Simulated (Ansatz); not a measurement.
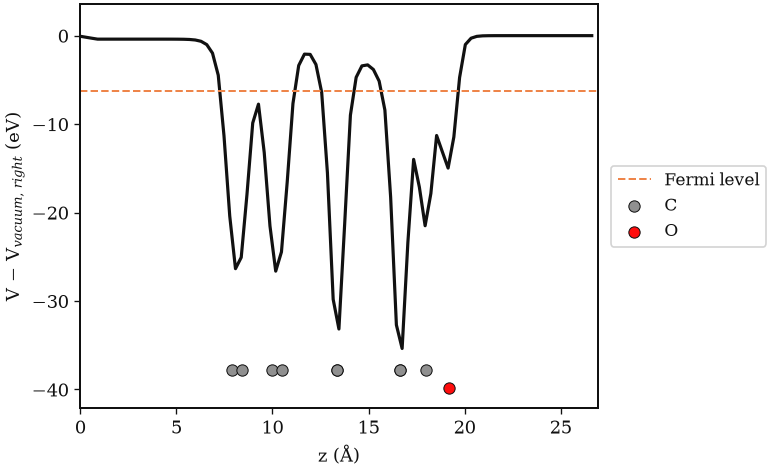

Write a caption with the findings.

Plane-averaged electrostatic potential energy of an electron across the slab; circles at the bottom mark the heights of the atoms (positions after relaxation). System: a (001) slab cut from C (P6_3/mmc), of composition C$_{9}$O (not the bulk's), ended by C planes, 10 atoms in the cell. Ansatz 0.2.0; DFT PBEsol, scalar-relativistic, plane waves, PAW, no spin polarisation, 12×12×1 k mesh, 420 eV cutoff, Gaussian smearing of 0.05 eV.

The work function is 6.22 eV at the right face and 5.82 eV at the left. The vacuum levels differ by 0.39 eV, so the slab carries a dipole along its normal. Some atoms were held fixed in the relaxation, which can itself make the faces differ. The outermost atoms are 11.3 Å apart, which leaves 15.6 Å of vacuum in a cell 26.9 Å high.
